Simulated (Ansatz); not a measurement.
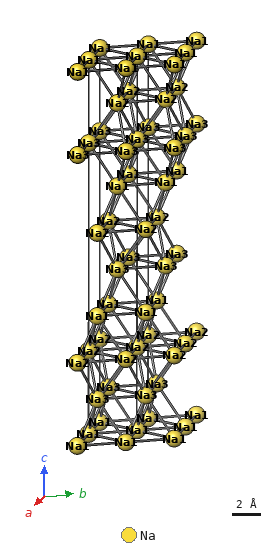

Reference structure: a symmetric starting cell of Na. Style: ball-and-stick. Shown: the conventional cell (3 times the calculation's cell), repeated 2 × 2 × 1 with one cell outlined, slightly off an axis. Lengths and directions refer to the drawn axes.

Level of theory: DFT r2SCAN, scalar-relativistic, plane waves, PAW (Ansatz). (plane-wave cutoff 500 eV; k-point mesh 14 × 14 × 6; occupations gaussian; smearing width 0.1 eV; no spin polarisation)

Now this is done to it. All lengths are scaled by +2.5 % (volume +7.8 %), the atoms keeping their fractional coordinates. No relaxation follows. The starting cell wasn't computed here and needn't be at equilibrium, so pressure and forces aren't due to the change alone.

Input file:
```yaml
crystal:
  lattice:
    - [3.2772396427, -1.9033557061, 0.0]
    - [3.2772396427, 1.9033557061, 0.0]
    - [-2.229269766, 0.0, 9.6009390574]
  atoms:
    - { symbol: Na, position: [0.0, 0.0, 0.0] }
    - { symbol: Na, position: [0.222415, 0.222415, 0.666676] }
    - { symbol: Na, position: [0.777585, 0.777585, 0.333324] }
basis:
  ecutwfc: 500
kpoints:
  mp_grid: { grid: [14, 14, 6] }
hamiltonian:
  xc: r2scan
scf:
  occupations: { method: gaussian, width: 0.1 }
output:
  forces: true
  stress: true
  eigenvalues: true
```

Command:
```bash
ansatz run input.yaml --threads 1 --pin off --max-ram 1331MiB --backend cpu --events-out ev --progress --plain --runs-dir out
```

What does the calculation give for the changed structure?

Answer. Some distances before and after: Na–Na 3.779 → 3.868 to 3.876 Å, Na–Na 3.789 → 3.884 Å, Na–Na 3.713 → 3.807 Å, Na–Na 3.697 → 3.790 Å. The space group stays C2/m (No. 12). The pressure is −0.4 GPa (not all of it need come from the change, since the unchanged cell can be under pressure at this level too). The principal stresses (compression positive) are −0.6 GPa along [0 −1 1] and −0.3 GPa across it. The forces stay under 0.01 eV/Å.

Drawn alike, the variant:

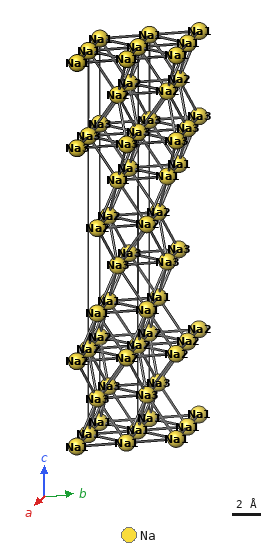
